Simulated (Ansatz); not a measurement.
**Geometry relaxation, with input and output: Tl**

The run: geometry relaxation of Tl (1 atom in the cell). Method and program: DFT r2SCAN, scalar-relativistic, plane waves, PAW, no spin polarisation (Ansatz 0.2.0).

The structure derives from an entry of the Crystallography Open Database.

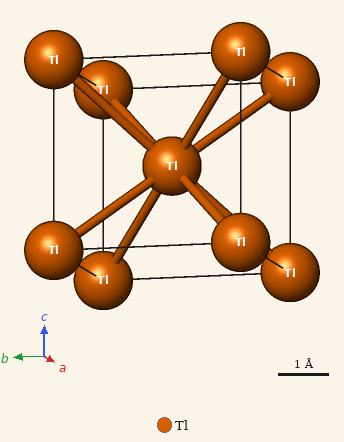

Figure 1. The input geometry (ball-and-stick view of the cell 2 times as large as that of the calculation, set on its symmetry axes, seen at an oblique angle). An atom can appear more than once, as a periodic image. Near neighbours in the periodic cell (some may lie outside the picture): Tl has 8 Tl at 3.36 Å.

The input
```yaml
crystal:
  lattice:
    - [-1.941, 1.941, 1.941]
    - [1.941, -1.941, 1.941]
    - [1.941, 1.941, -1.941]
  atoms:
    - { symbol: Tl, position: [0.0, 0.0, 0.0] }
basis:
  ecutwfc: 500
kpoints:
  mp_grid: { grid: [16, 16, 16] }
hamiltonian:
  xc: r2scan
scf:
  occupations: { method: gaussian, width: 0.1 }
output:
  forces: true
  stress: true
  eigenvalues: true
relax:
  adjacent_minimum: "off"
  f_tol: 0.005
  max_steps: 80
  cell: { stress_tol: 0.05 }
```

Run on 4 threads of Intel Xeon (Granite Rapids), 192 GiB of memory available, shared host.

Run as:
```bash
ansatz run input.yaml --threads 4 --pin off --max-ram 10240MiB --backend cpu --events-out ev --progress --plain --runs-dir out
```

The program's output
```
Engine: ansatz 0.2.0, x86_64-unknown-linux-gnu
Pseudopotentials: kind: paw
Pseudopotential: Tl, paw, valence charge 13, recommended cutoff 500 eV (meta_gga), Tl.paw.azcp
Functional definition: r2SCAN
  parameter k0 = 0.174
  parameter k1 = 0.065
  parameter a1 = 4.9479
  exchange = r2scan_x(k0 = k0, k1 = k1, a1 = a1)
  correlation = r2scan_c
Crystal: 1 atoms, lattice volume = 29.251 Å³
Basis set: ecut = 500 eV, 767 PW (Γ), exchange–correlation on 100×100×100 points (64 copies of the dense FFT grid, shifted against one another)
Bands: 11, of which v1, the nominal top of the filled ones, is band 7 counted from 1 (6 counted from 0)
Symmetry: 48 space group operations
Space group: Im-3m (ITA 229), of the structure as read, at distance tolerance 3.1e-5 Å
k-points: 145 of 4096
Non-local potential: Tl, projectors of the file, l = 0: 2, l = 1: 2, l = 2: 2, l = 3: 1
PAW form: soft (Blöchl's): semilocal exchange-correlation on the pseudo side does not see the compensation charge
PAW frozen core: Tl, regenerated for the run's functional (the file was generated under x = pbe(κ = 0.804, μ = 0.2195149727645171), c = pbe(β = 0.06672455060314922))
PAW one-centre angular grid: Tl, 590 points (default); XC on 160 Gauss nodes
Initial density: superposition of atomic densities (neutral atoms: chi_scale 0, normalization atom), corrected by the library's trained network
Initial wavefunctions: pseudopotential atomic-orbital guess
Functional: x = r2scan, c = r2scan; τ floored in thin density (d = 2e-4 eV/Å³)
SCF iter   1: F=—  HF=-11458.584957 eV  |F-HF|=—  |Δ(HF+E_count)|=         —  Δρ=7.82e-3  dr2=1.52e-2  dr2_τ=5.91e-3  ethr=1.77e-3  ⟨swp⟩=5.7  Hψ=10575  notcnv=0
preconditioner: auto → Kerker (q_TF=auto, 2.383 Å⁻¹)  [metal: Δε(μ)=0.085 eV  Ē_g=18.567 eV  σ=0.100 eV  W_gap=0.45  n_scr=12 (ndim 8)  ℏωp=24.8 eV  f_vac=0.000  D(μ)=0.55/eV (n_scr^D=0)]
SCF iter   2: F=—  HF=-11458.581389 eV  |F-HF|=—  |Δ(HF+E_count)|=   3.57e-3  Δρ=3.37e-3  dr2=3.12e-3  dr2_τ=2.17e-4  ethr=1.17e-4  ⟨swp⟩=2.8  Hψ=3888  notcnv=0  defer=14
SCF iter   3: F=—  HF=-11458.580552 eV  |F-HF|=—  |Δ(HF+E_count)|=   8.38e-4  Δρ=4.58e-4  dr2=6.62e-5  dr2_τ=3.75e-6  ethr=2.40e-5  ⟨swp⟩=2.1  Hψ=2375  notcnv=0  defer=14
SCF iter   4: F=—  HF=-11458.580648 eV  |F-HF|=—  |Δ(HF+E_count)|=   9.68e-5  Δρ=1.78e-4  dr2=1.11e-5  dr2_τ=1.52e-7  ethr=5.09e-7  ⟨swp⟩=2.2  Hψ=2404  notcnv=0  defer=16
SCF iter   5: F=—  HF=-11458.580661 eV  |F-HF|=—  |Δ(HF+E_count)|=   1.24e-5  Δρ=3.40e-5  dr2=3.69e-7  dr2_τ=2.02e-8  ethr=8.53e-8  ⟨swp⟩=2.3  Hψ=2357  notcnv=0  defer=16
SCF iter   6: F=-11458.580661 eV  HF=-11458.580661 eV  |F-HF|=3.40e-8  |Δ(HF+E_count)|=   5.92e-7  Δρ=8.91e-6  dr2=1.76e-8  dr2_τ=8.56e-10  ethr=7.69e-10  ⟨swp⟩=6.9  Hψ=7796  notcnv=0
SCF 1 converged in 6 iterations: F = -11458.580661 eV  dr2 = 1.76e-8
  greatest PAW one-centre occupation: 0.960 electrons in one spin orbital (limit 2), on the Tl atom at site 0 (counted from 0), in its partial waves of l = 2
relax step   1: F+E_penalty+E_count = -11458.58066133 eV  Δ(F+E_penalty+E_count) = +0.000e0 eV  max|allowed force component| = 0.000e0 eV/Å  Δτ_max = 0.0000 Å  P = +0.912 GPa  Ω = 29.251 Å³  (6 SCF iters, dr2 threshold 1.00e-7 eV, accepted)
Crystal: 1 atoms, lattice volume = 29.845 Å³
Initial density: handed on by an earlier stage of this run
Initial wavefunctions: those handed on with the density
iter 1 solved again at ethr=6.27e-7 eV; its pass at ethr=3.10e-3 eV (dr2=8.16e-5 eV) is discarded
SCF iter   1: F=—  HF=-11458.573169 eV  |F-HF|=—  |Δ(HF+E_count)|=         —  Δρ=5.13e-4  dr2=9.62e-5  dr2_τ=3.03e-3  ethr=6.27e-7  ⟨swp⟩=2.2  Hψ=14215  notcnv=0
preconditioner: auto → Kerker (q_TF=auto, 2.375 Å⁻¹)  [metal: Δε(μ)=0.055 eV  Ē_g=18.280 eV  σ=0.100 eV  W_gap=0.30  n_scr=12 (ndim 8)  ℏωp=24.5 eV  f_vac=0.000  D(μ)=0.60/eV (n_scr^D=0)]
SCF iter   2: F=—  HF=-11458.582689 eV  |F-HF|=—  |Δ(HF+E_count)|=   9.52e-3  Δρ=2.38e-4  dr2=8.90e-6  dr2_τ=3.29e-6  ethr=6.27e-7  ⟨swp⟩=2.0  Hψ=2539  notcnv=0
SCF iter   3: F=—  HF=-11458.582696 eV  |F-HF|=—  |Δ(HF+E_count)|=   7.22e-6  Δρ=1.63e-4  dr2=4.65e-6  dr2_τ=1.60e-7  ethr=6.84e-8  ⟨swp⟩=1.5  Hψ=1725  notcnv=0
SCF iter   4: F=—  HF=-11458.582700 eV  |F-HF|=—  |Δ(HF+E_count)|=   3.81e-6  Δρ=2.77e-5  dr2=3.04e-7  dr2_τ=1.18e-8  ethr=3.58e-8  ⟨swp⟩=3.0  Hψ=2538  notcnv=0
SCF iter   5: F=-11458.582700 eV  HF=-11458.582700 eV  |F-HF|=3.71e-8  |Δ(HF+E_count)|=   1.47e-7  Δρ=1.35e-5  dr2=5.80e-8  dr2_τ=2.56e-9  ethr=7.69e-10  ⟨swp⟩=5.2  Hψ=7649  notcnv=0
SCF 2 converged in 5 iterations: F = -11458.582700 eV  dr2 = 5.80e-8
relax step   2: F+E_penalty+E_count = -11458.58269981 eV  Δ(F+E_penalty+E_count) = -2.038e-3 eV  max|allowed force component| = 0.000e0 eV/Å  Δτ_max = 0.0000 Å  P = +0.211 GPa  Ω = 29.845 Å³  energy of the carried Pulay correction = -1.659e-5 eV  (5 SCF iters, dr2 threshold 1.00e-7 eV, accepted)
Crystal: 1 atoms, lattice volume = 30.029 Å³
iter 1 solved again at ethr=1.15e-7 eV; its pass at ethr=3.10e-3 eV (dr2=1.49e-5 eV) is discarded
SCF iter   1: F=—  HF=-11458.581930 eV  |F-HF|=—  |Δ(HF+E_count)|=         —  Δρ=1.57e-4  dr2=9.23e-6  dr2_τ=2.81e-4  ethr=1.15e-7  ⟨swp⟩=2.0  Hψ=13219  notcnv=0
preconditioner: auto → Kerker (q_TF=auto, 2.373 Å⁻¹)  [metal: Δε(μ)=0.044 eV  Ē_g=18.255 eV  σ=0.100 eV  W_gap=0.25  n_scr=12 (ndim 8)  ℏωp=24.4 eV  f_vac=0.000  D(μ)=0.61/eV (n_scr^D=0)]
SCF iter   2: F=—  HF=-11458.582821 eV  |F-HF|=—  |Δ(HF+E_count)|=   8.90e-4  Δρ=6.73e-5  dr2=8.12e-7  dr2_τ=2.53e-7  ethr=7.10e-8  ⟨swp⟩=2.0  Hψ=2538  notcnv=0
SCF iter   3: F=—  HF=-11458.582821 eV  |F-HF|=—  |Δ(HF+E_count)|=   6.53e-7  Δρ=4.59e-5  dr2=4.13e-7  dr2_τ=1.36e-8  ethr=7.69e-10  ⟨swp⟩=6.0  Hψ=8377  notcnv=0
SCF iter   4: F=-11458.582822 eV  HF=-11458.582822 eV  |F-HF|=5.50e-9  |Δ(HF+E_count)|=   3.35e-7  Δρ=5.72e-6  dr2=7.44e-9  dr2_τ=6.08e-10  ethr=7.69e-10  ⟨swp⟩=3.0  Hψ=5976  notcnv=0
SCF 3 converged in 4 iterations: F = -11458.582822 eV  dr2 = 7.44e-9
relax step   3: F+E_penalty+E_count = -11458.58282162 eV  Δ(F+E_penalty+E_count) = -1.218e-4 eV  max|allowed force component| = 0.000e0 eV/Å  Δτ_max = 0.0000 Å  P = +0.012 GPa  Ω = 30.029 Å³  energy of the carried Pulay correction = -2.166e-5 eV  (4 SCF iters, dr2 threshold 1.00e-7 eV, accepted)
Initial wavefunctions: pseudopotential atomic-orbital guess (no wavefunctions were taken with the density)
iter 1 solved again at ethr=1.21e-7 eV; its pass at ethr=3.10e-3 eV (dr2=1.57e-5 eV) is discarded
SCF iter   1: F=—  HF=-11458.582849 eV  |F-HF|=—  |Δ(HF+E_count)|=         —  Δρ=1.98e-5  dr2=1.01e-8  dr2_τ=6.57e-8  ethr=1.21e-7  ⟨swp⟩=3.5  Hψ=15345  notcnv=0
preconditioner: auto → Kerker (q_TF=auto, 2.373 Å⁻¹)  [metal: Δε(μ)=0.044 eV  Ē_g=18.260 eV  σ=0.100 eV  W_gap=0.24  n_scr=12 (ndim 8)  ℏωp=24.4 eV  f_vac=0.000  D(μ)=0.61/eV (n_scr^D=0)]
SCF iter   2: F=—  HF=-11458.582848 eV  |F-HF|=—  |Δ(HF+E_count)|=   1.16e-6  Δρ=1.03e-5  dr2=3.72e-9  dr2_τ=6.59e-9  ethr=7.77e-11  ⟨swp⟩=2.5  Hψ=2503  notcnv=0
SCF iter   3: F=—  HF=-11458.582848 eV  |F-HF|=—  |Δ(HF+E_count)|=   2.90e-7  Δρ=8.39e-7  dr2=1.95e-10  dr2_τ=2.16e-11  ethr=2.86e-11  ⟨swp⟩=2.0  Hψ=2538  notcnv=0
SCF iter   4: F=—  HF=-11458.582848 eV  |F-HF|=—  |Δ(HF+E_count)|=   1.08e-9  Δρ=2.99e-7  dr2=1.75e-11  dr2_τ=2.69e-12  ethr=1.50e-12  ⟨swp⟩=2.0  Hψ=2524  notcnv=0
SCF iter   5: F=-11458.582848 eV  HF=-11458.582848 eV  |F-HF|=9.09e-12  |Δ(HF+E_count)|=  7.46e-11  Δρ=8.61e-8  dr2=2.53e-12  dr2_τ=5.77e-13  ethr=1.00e-12  ⟨swp⟩=5.0  Hψ=5486  notcnv=0
SCF 4 converged in 5 iterations: F = -11458.582848 eV  dr2 = 2.53e-12
relax step   4: F+E_penalty+E_count = -11458.58284844 eV  Δ(F+E_penalty+E_count) = -2.682e-5 eV  max|allowed force component| = 0.000e0 eV/Å  Δτ_max = 0.0000 Å  P = +0.014 GPa  Ω = 30.029 Å³  stress off target by 1.36e-2 GPa  SCF on the basis re-selected at this cell (its energy is not comparable with the rows above)  (5 SCF iters)
```

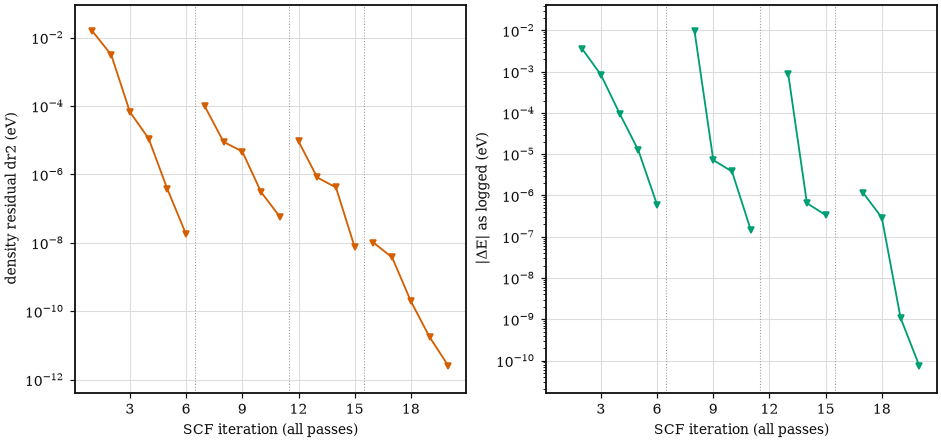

Figure 2. Convergence of the self-consistent field: density residual dr2 and size of the energy change against the SCF iteration. The dotted lines part the SCF passes of the relaxation: geometry steps, rejected trials and re-solves on a re-selected basis. The passes take 6, 5, 4 and 5 iterations.

```
basis re-selected at this cell: Δ(F+E_penalty+E_count) = -2.682e-5 eV, ΔP = +0.002 GPa vs the last step (what re-selecting the basis moved, of the pressure what is left beyond the Pulay correction that the steps carried, after the strain that the cell walked since its last selection, with what the two solves' SCF thresholds leave and, on support functions, any second-order correction that the steps lacked; it is no measure of the basis error at this ecutwfc). This SCF's stress stands 1.36e-2 GPa from its target on what of the cell is left free (relax.cell.stress_tol is 5.00e-2 GPa) and its largest allowed force component is 0.00e0 eV/Å (relax.f_tol is 5.00e-3 eV/Å): within both
SCF converged after 5 iterations
Free energy (F): -11458.582848 eV
Harris-Foulkes:  -11458.582848 eV  (|F-HF|=9.09e-12)
Internal energy: -11458.579808 eV  (E = F + TS)
E sigma→0 (E₀):  -11458.581328 eV
Entropy (-TS):   -0.003041 eV (-3.041 meV/atom)
Fermi energy:    9.685710 eV
--- Per-component energies (eV) ---
  E_band       = -7.267045
  E_kinetic    = 334.206645
  E_local      = -905.568994  (includes V_loc(G=0)·N_el)
  E_nonlocal   = 317.291513
  E_hartree    = 335.371011
  E_xc         = -218.513722
  E_vxc        = -156.580612  (∫ρ·V_xc dr)
  E_paw        = -10191.672546  (= ΣΔE_a)
  E_vpaw       = -279.425230  (= ΣTr[D̂ρ^β])
  E_aug_tail   = 0.000019  (compensation charges beyond the density's cutoff)
  E_vtau       = 12.067648  (kinetic-family band-sum trace: ∫τ·v_τ [+ j·A + Jᵃ·Aᵃ] dr)
  E_ewald      = -1130.733494
  E_core_change = 1.039761  (= ΣΔE_core)
  E_smearing   = -0.003041  (= −TS)
  E_closure    = 0.000000  (closes the sum)
  Σ components = -11458.582848   (vs F -11458.582848, Δ=0.00e0)
--- Forces (eV/Å), atoms counted from 1 ---
  atom   1  Tl     0.00000000     0.00000000    -0.00000000
  max |Σ_I F_I| component: 3.49e-32 eV/Å
--- Stress (GPa, compression-positive) ---
        0.013610      -0.000000       0.000000
        0.000000       0.013610      -0.000000
       -0.000000      -0.000000       0.013610
  P = ⅓ Tr σ = 0.0136 GPa (0.136 kbar)
--- Band table (eV; the first three rows and the last of 145) ---
  k-point 0: bands = ["-2.5251", "-2.5251", "-2.5251", "-2.1282", "-2.1282", "-0.4204", "20.3035", "20.3035", "20.3035", "22.5398", "22.5398"]
  k-point 1: bands = ["-2.5315", "-2.5199", "-2.5019", "-2.1352", "-2.1284", "-0.3326", "19.3702", "19.9773", "20.1357", "22.1232", "22.4351"]
  k-point 2: bands = ["-2.5495", "-2.5093", "-2.4350", "-2.1535", "-2.1289", "-0.0655", "17.4218", "19.1984", "19.6516", "21.5355", "22.1875"]
  k-point 144: bands = ["-2.6993", "-2.6993", "-1.9297", "-1.9297", "-1.9297", "7.7060", "11.1676", "11.1676", "11.1676", "16.4687", "16.4687"]
--- Relaxed structure (3 steps of the walk, 3 accepted, 1 SCFs on fresh bases) ---
  F+E_penalty+E_count = -11458.58284844 eV   max|allowed force component| = 0.000e0 eV/Å   (the final SCF, on the basis selected at the relaxed cell)
  cell:  # Å, volume = 30.0293 Å³
    - [-1.958069811917867, 1.958069811917867, 1.958069811917867]
    - [1.958069811917867, -1.958069811917867, 1.958069811917867]
    - [1.958069811917867, 1.958069811917867, -1.958069811917867]
  atoms:
    - { symbol: Tl, position: [0.0, 0.0, 0.0] }
```

Trajectory as extended XYZ (Å, eV, eV/Å), 4 frames, from step=1 to step=4
```
1
Lattice="-1.9410 1.9410 1.9410 1.9410 -1.9410 1.9410 1.9410 1.9410 -1.9410" Properties=species:S:1:pos:R:3:forces:R:3 step=1 energy=-11458.58066 pressure_GPa=0.91
Tl    0.0000    0.0000    0.0000    0.0000   0.0000   0.0000
1
Lattice="-1.9541 1.9541 1.9541 1.9541 -1.9541 1.9541 1.9541 1.9541 -1.9541" Properties=species:S:1:pos:R:3:forces:R:3 step=2 energy=-11458.58270 pressure_GPa=0.21
Tl    0.0000    0.0000    0.0000    0.0000   0.0000   0.0000
1
Lattice="-1.9581 1.9581 1.9581 1.9581 -1.9581 1.9581 1.9581 1.9581 -1.9581" Properties=species:S:1:pos:R:3:forces:R:3 step=3 energy=-11458.58282 pressure_GPa=0.01
Tl    0.0000    0.0000    0.0000    0.0000   0.0000   0.0000
1
Lattice="-1.9581 1.9581 1.9581 1.9581 -1.9581 1.9581 1.9581 1.9581 -1.9581" Properties=species:S:1:pos:R:3:forces:R:3 step=4 energy=-11458.58285 pressure_GPa=0.01
Tl    0.0000    0.0000    0.0000    0.0000   0.0000   0.0000
```

Key numbers

```tsv
quantity	value
outcome	converged
space group (tolerance 0.01 Å)	Im-3m (229)
electrons treated	13
free energy	−11458.5828 eV
Fermi energy	9.686 eV
gap on the k-point mesh	none (metallic)
pressure	0.01 GPa
final volume	30.03 Å³
largest force (length of the vector) at the end	under 0.001 eV/Å
final cell	a = 3.391 Å, b = 3.391 Å, c = 3.391 Å, α = 109.47°, β = 109.47°, γ = 109.47°
wall time	3.5 s (CPU time 12 s)
peak memory	0.47 GiB
```

Spin–orbit coupling is left out, which matters for Tl.
